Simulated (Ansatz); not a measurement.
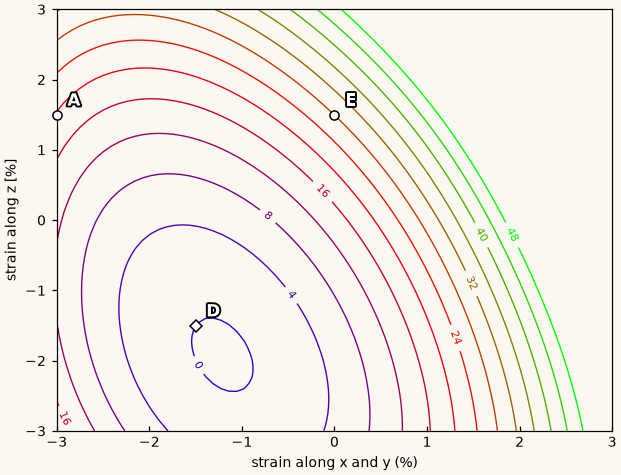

Co (P-3m1, No. 164; 2 atoms in the cell). The cell is strained homogeneously, by one strain along x and y and another along z, with fractional coordinates fixed (x along [1 0 0], z along [0 0 1] of the conventional cell). First axis: strain along x and y. Second axis: strain along z. The scan uses a 5 × 5 grid. Points are written as (first, second). Energies: meV/atom, counted from the lowest grid point. The reference cell is the one listed in the database, not relaxed at this level. The calculation used DFT PBEsol, scalar-relativistic, plane waves, PAW in Ansatz. Settings: cutoff 420 eV, k-mesh 24×24×12 in the order of the run's cell vectors, gaussian smearing 0.15 eV, spin-polarised.

The picture shows contour lines labelled in meV/atom (none above 48), lettered points. Between grid points the surface is interpolated.

Is E the lowest point of the computed grid?

No. E lies 28 meV/atom above the lowest grid point, which is at (−1.5 %, −1.5 %).

What kind of point is each of D, E: minimum, saddle, maximum or slope?

D: minimum; E: on a slope. (In these two coordinates alone; a stationary point may lie a little off the grid point.)
